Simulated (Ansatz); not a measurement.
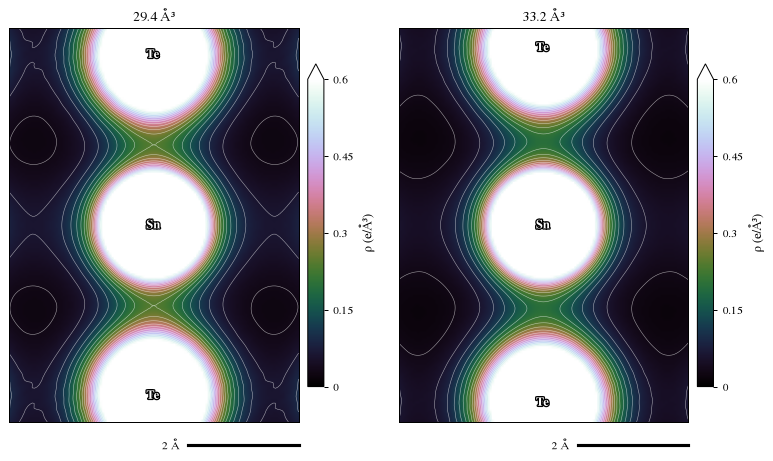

SnTe. The valence charge density (pseudo) of cells scaled evenly to different volumes (given per atom above each panel), on the (011̄) plane of each (indices in the axes of the cell below), at one length scale and on one colour scale.

Computed with Kohn-Sham DFT of a periodic cell, PBEsol, Ansatz PAW in Ansatz.

The largest cell:

```
CELL_PARAMETERS angstrom
0.00000 3.21265 3.21265
3.21265 0.00000 3.21265
3.21265 3.21265 0.00000
ATOMIC_POSITIONS crystal
Te 0.50000 0.50000 0.50000
Sn 0.00000 0.00000 0.00000
```

| volume (Å³/atom) | Sn–Te contact in the plane (Å) | ρ at its midpoint (e/Å³) | pressure (GPa) | gap on the mesh (eV) | 
| --- | --- | --- | --- | --- |
| 29.40 | 3.087 | 0.246 | 2.8 | 0.63 | 
| 31.28 | 3.151 | ? | ? | ? | 
| 33.16 | 3.213 | 0.203 | −2.7 | 0.66 | 

**Estimate the missing row, and compare with the calculation.**

Over the known rows ln ρ falls by 1.52 per Å of Sn–Te distance (the line through the two), which gives 0.223 e/Å³ at 3.151 Å; the calculation gives 0.223 e/Å³. For the pressure, a straight line in volume between the neighbouring rows gives 0.0 GPa; the calculation gives −0.4, lower because pressure rises ever faster on compression. For the gap on the mesh, a straight line in volume between the neighbouring rows gives 0.65 eV; the calculation gives 0.66.
